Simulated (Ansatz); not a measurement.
# Band-structure calculation, with input and output: MgSe2 (part 2 of 2)

The same run, continued: MgSe2 (Pa-3, 12 atoms in the cell); DFT, r2SCAN+rVV10, plane waves, PAW, no spin polarisation (Ansatz 0.2.0); cutoff 500 eV, 4×4×4 k-mesh, Fermi–Dirac smearing of 0.03 eV. The structure derives from a Materials Project entry. The geometry comes from this level: r2scan-rvv10.

Geometry of the input (Å; fractional positions):
```
6.4434  0.0000  0.0000
0.0000  6.4434  0.0000
0.0000  0.0000  6.4434
Mg 0.5000  0.5000  0.0000
Mg 0.5000  0.0000  0.5000
Mg 0.0000  0.5000  0.5000
Mg 0.0000  0.0000  0.0000
Se 0.1065  0.8935  0.3935
Se 0.8935  0.3935  0.1065
Se 0.3935  0.1065  0.8935
Se 0.6065  0.6065  0.6065
Se 0.8935  0.1065  0.6065
Se 0.1065  0.6065  0.8935
Se 0.6065  0.8935  0.1065
Se 0.3935  0.3935  0.3935
```

Output, continued
```
  k-point 10: bands = ["-70.6992", "-70.6992", "-70.6992", "-70.6992", "-40.8056", "-40.8056", "-40.8056", "-40.8056", "-40.7201", "-40.7201", "-40.7201", "-40.7201", "-40.6978", "-40.6978", "-40.6978", "-40.6978", "-40.6974", "-40.6974", "-40.6974", "-40.6974", "-40.6712", "-40.6712", "-40.6712", "-40.6712", "-40.6711", "-40.6711", "-40.6711", "-40.6711", "-40.4739", "-40.4739", "-40.4739", "-40.4739", "-40.4738", "-40.4738", "-40.4738", "-40.4738", "-40.4713", "-40.4713", "-40.4713", "-40.4713", "-40.4710", "-40.4710", "-40.4710", "-40.4710", "-35.8042", "-35.8042", "-35.8042", "-35.8042", "-35.8005", "-35.8005", "-35.8005", "-35.8005", "-35.8002", "-35.8002", "-35.8002", "-35.8002", "-6.8990", "-6.8990", "-6.8990", "-6.8990", "-4.2597", "-4.2597", "-4.2597", "-4.2597", "2.9003", "2.9003", "2.9003", "2.9003", "3.2472", "3.2472", "3.2472", "3.2472", "5.3620", "5.3620", "5.3620", "5.3620", "5.9677", "5.9677", "5.9677", "5.9677", "6.0433", "6.0433", "6.0433", "6.0433", "9.8428", "9.8428", "9.8428", "9.8428", "12.5901", "12.5901", "12.5901"]
```

File rho_z.tsv
```
# z_ang	rho[e/angstrom^3]
# format = ansatz-planar-average/11
# lattice	6.443416837	0.000000000	0.000000000
# lattice	0.000000000	6.443416837	0.000000000
# lattice	0.000000000	0.000000000	6.443416837
# sites	12
# site	12	3.221708418	3.221708418	0.000000000
# site	12	3.221708418	0.000000000	3.221708418
# site	12	0.000000000	3.221708418	3.221708418
# site	12	0.000000000	0.000000000	0.000000000
# site	34	0.685908446	5.757508391	2.535799972
# site	34	5.757508391	2.535799972	0.685908446
# site	34	2.535799972	0.685908446	5.757508391
# site	34	3.907616864	3.907616864	3.907616864
# site	34	5.757508391	0.685908446	3.907616864
# site	34	0.685908446	3.907616864	5.757508391
# site	34	3.907616864	5.757508391	0.685908446
# site	34	2.535799972	2.535799972	2.535799972
0.000000	9.146471e-1
0.119323	8.741327e-1
0.238645	7.961670e-1
0.357968	7.747071e-1
0.477290	8.586339e-1
0.596613	9.770359e-1
0.715935	9.926689e-1
0.835258	8.484478e-1
0.954580	6.205162e-1
1.073903	4.176409e-1
1.193225	2.863852e-1
1.312548	2.166486e-1
1.431870	1.845011e-1
1.551193	1.732099e-1
1.670515	1.732099e-1
1.789838	1.845011e-1
1.909161	2.166486e-1
2.028483	2.863852e-1
2.147806	4.176409e-1
2.267128	6.205162e-1
2.386451	8.484478e-1
2.505773	9.926689e-1
2.625096	9.770359e-1
2.744418	8.586339e-1
2.863741	7.747071e-1
2.983063	7.961670e-1
3.102386	8.741327e-1
3.221708	9.146471e-1
3.341031	8.741327e-1
3.460353	7.961670e-1
3.579676	7.747071e-1
3.698999	8.586339e-1
3.818321	9.770359e-1
3.937644	9.926689e-1
4.056966	8.484478e-1
4.176289	6.205162e-1
4.295611	4.176409e-1
4.414934	2.863852e-1
4.534256	2.166486e-1
4.653579	1.845011e-1
4.772901	1.732099e-1
4.892224	1.732099e-1
5.011546	1.845011e-1
5.130869	2.166486e-1
5.250191	2.863852e-1
5.369514	4.176409e-1
5.488837	6.205162e-1
5.608159	8.484478e-1
5.727482	9.926689e-1
5.846804	9.770359e-1
5.966127	8.586339e-1
6.085449	7.747071e-1
6.204772	7.961670e-1
6.324094	8.741327e-1
```

File v_z.tsv
```
# z_ang	v_es[eV]	v_tot[eV]
# format = ansatz-planar-average/11
# xc	r2scan
# density_cutoff_ev	2500
# datasets	Mg=:simpson_from_first_knot:soft:shift=0	Se=:simpson_from_first_knot:soft:shift=0
# lattice	6.443416837	0.000000000	0.000000000
# lattice	0.000000000	6.443416837	0.000000000
# lattice	0.000000000	0.000000000	6.443416837
# sites	12
# site	12	3.221708418	3.221708418	0.000000000
# site	12	3.221708418	0.000000000	3.221708418
# site	12	0.000000000	3.221708418	3.221708418
# site	12	0.000000000	0.000000000	0.000000000
# site	34	0.685908446	5.757508391	2.535799972
# site	34	5.757508391	2.535799972	0.685908446
# site	34	2.535799972	0.685908446	5.757508391
# site	34	3.907616864	3.907616864	3.907616864
# site	34	5.757508391	0.685908446	3.907616864
# site	34	0.685908446	3.907616864	5.757508391
# site	34	3.907616864	5.757508391	0.685908446
# site	34	2.535799972	2.535799972	2.535799972
0.000000	1.828048e-1	-1.107836e1
0.119323	5.709428e-1	-1.064503e1
0.238645	1.549191e0	-9.525851e0
0.357968	2.741287e0	-8.085238e0
0.477290	3.898266e0	-6.567726e0
0.596613	4.907918e0	-5.145222e0
0.715935	5.702688e0	-3.995544e0
0.835258	6.305738e0	-3.148435e0
0.954580	6.800619e0	-2.463410e0
1.073903	7.252329e0	-1.835622e0
1.193225	7.694032e0	-1.264454e0
1.312548	8.167532e0	-6.332287e-1
1.431870	8.681242e0	-6.303428e-4
1.551193	9.071180e0	4.439197e-1
1.670515	9.071180e0	4.439197e-1
1.789838	8.681242e0	-6.303428e-4
1.909161	8.167532e0	-6.332287e-1
2.028483	7.694032e0	-1.264454e0
2.147806	7.252329e0	-1.835622e0
2.267128	6.800619e0	-2.463410e0
2.386451	6.305738e0	-3.148435e0
2.505773	5.702688e0	-3.995544e0
2.625096	4.907918e0	-5.145222e0
2.744418	3.898266e0	-6.567726e0
2.863741	2.741287e0	-8.085238e0
2.983063	1.549191e0	-9.525851e0
3.102386	5.709428e-1	-1.064503e1
3.221708	1.828048e-1	-1.107836e1
3.341031	5.709428e-1	-1.064503e1
3.460353	1.549191e0	-9.525851e0
3.579676	2.741287e0	-8.085238e0
3.698999	3.898266e0	-6.567726e0
3.818321	4.907918e0	-5.145222e0
3.937644	5.702688e0	-3.995544e0
4.056966	6.305738e0	-3.148435e0
4.176289	6.800619e0	-2.463410e0
4.295611	7.252329e0	-1.835622e0
4.414934	7.694032e0	-1.264454e0
4.534256	8.167532e0	-6.332287e-1
4.653579	8.681242e0	-6.303428e-4
4.772901	9.071180e0	4.439197e-1
4.892224	9.071180e0	4.439197e-1
5.011546	8.681242e0	-6.303428e-4
5.130869	8.167532e0	-6.332287e-1
5.250191	7.694032e0	-1.264454e0
5.369514	7.252329e0	-1.835622e0
5.488837	6.800619e0	-2.463410e0
5.608159	6.305738e0	-3.148435e0
5.727482	5.702688e0	-3.995544e0
5.846804	4.907918e0	-5.145222e0
5.966127	3.898266e0	-6.567726e0
6.085449	2.741287e0	-8.085238e0
6.204772	1.549191e0	-9.525851e0
6.324094	5.709428e-1	-1.064503e1
```

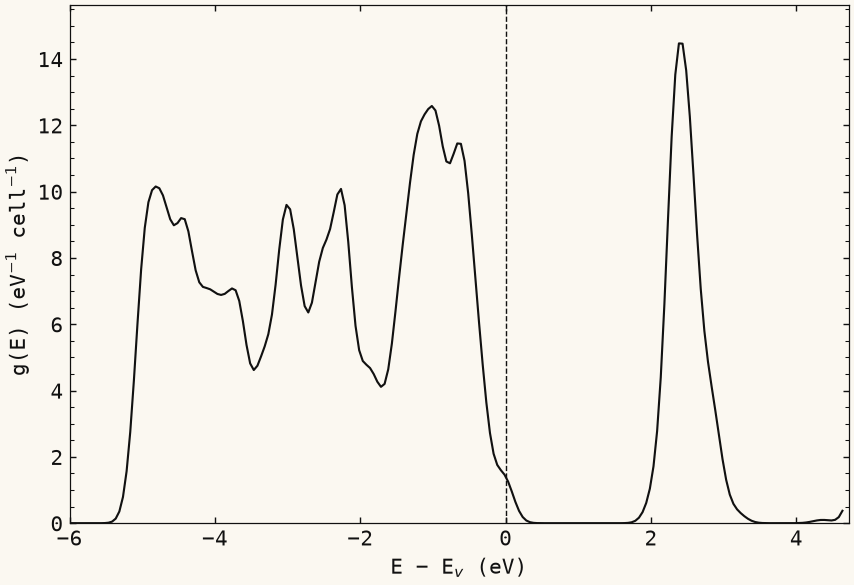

Figure 1. Density of states (the curve is built from the levels of the k mesh with Gaussians 0.3 eV wide, which also blur the band edges), with energies from the valence-band top. There is a gap of 2.07 eV on the k-point mesh. Small ripples come from the finite k-point mesh.

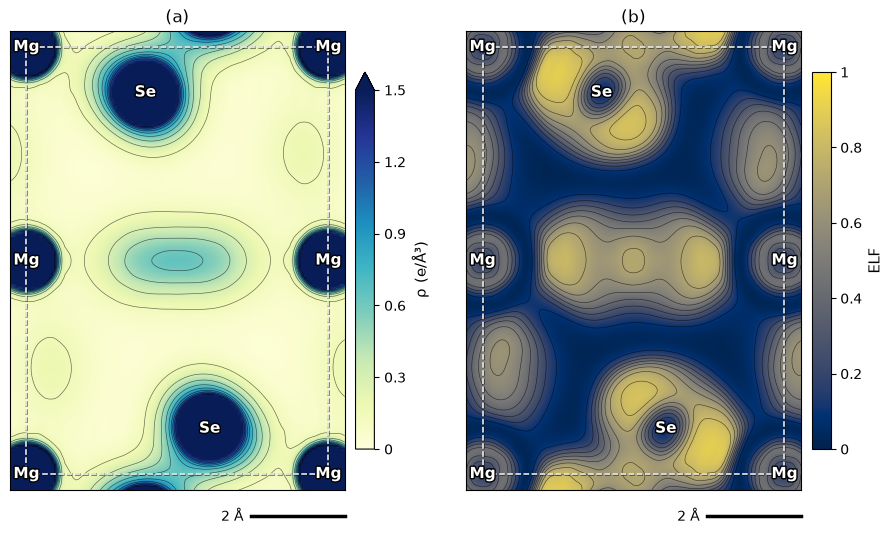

Figure 2. (a) valence pseudo-density; (b) electron localisation function on the (110) plane of the conventional cell. Away from the nuclei the density in this plane falls to 0.03 e/Å³ at its lowest. In a PAW calculation such maps are meaningful between the atoms, not at the nuclei.

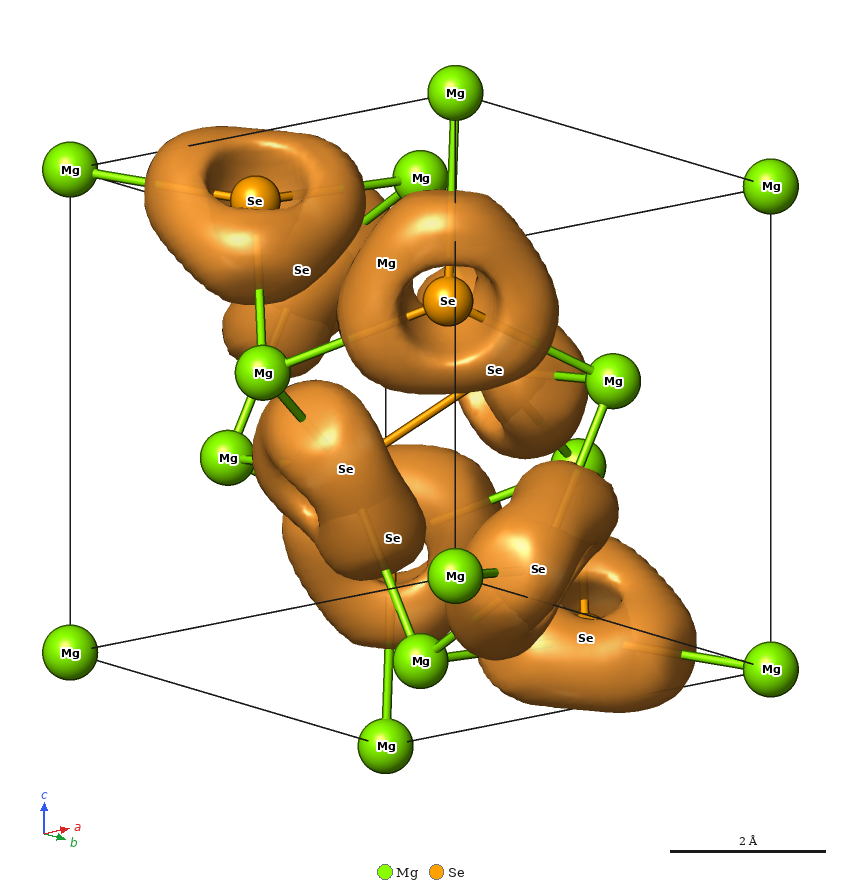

Figure 3. Isosurface of the ELF at 0.75 (orange), seen at an oblique angle. Core shells and regions of very low density are left out. Sticks mark near contacts. The outline is the cell set on symmetry axes. Values along the shortest contacts: Se–Se (2.38 Å): the ELF peaks at about 0.70 between the atoms. Mg–Se (2.72 Å): the ELF is about 0.85 at the midpoint (ionic bonding with no shared pair).

Summary

| quantity | value |
| --- | --- |
| outcome | converged |
| space group (tolerance 0.01 Å) | Pa-3 (205) |
| electrons treated | 168 |
| free energy | −51530.5131 eV |
| Fermi energy | 8.311 eV |
| gap on the k-point mesh | 2.07 eV |
| pressure | −0.01 GPa |
| largest force (length of the vector) | 0.001 eV/Å |
| hardware | 4 threads of Arm Neoverse V2, 112 GiB of memory available, shared host |
| wall time | 16 s (CPU time 63 s) |
| peak memory | 1.6 GiB |
